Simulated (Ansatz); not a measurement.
Pt: space group P6_3/mmc (No. 194), a = 4.301 Å, b = 4.301 Å, c = 4.961 Å, α = 90.00°, β = 90.00°, γ = 120.00°. Origin: the end point of a relaxation with DFT PBEsol, scalar-relativistic, plane waves, PAW in Ansatz 0.2.0; the starting structure was generated, so it need not be a known form of this composition. Forms under 0.4 % of the area are left out.

What shape follows from the Bravais–Friedel–Donnay–Harker rule?

The forms computed, by share of the surface:

```csv
form,faces,d (Å),share of area (%)
{100},6,3.725,49.4
{101},12,2.978,44.4
{002},2,2.480,6.3
```

Widths along a, b and c stand as 1.00 : 1.00 : 1.30.

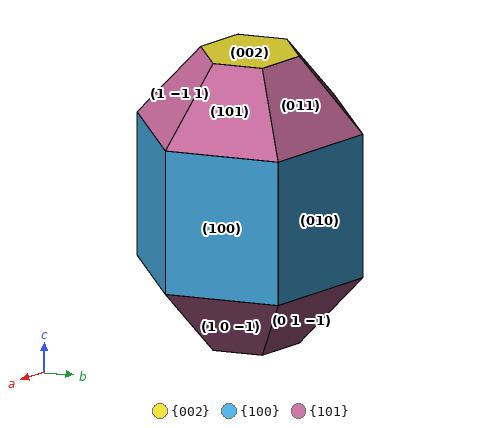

The computed shape, faces indexed. The rule is geometric and ignores bonding and growth conditions.
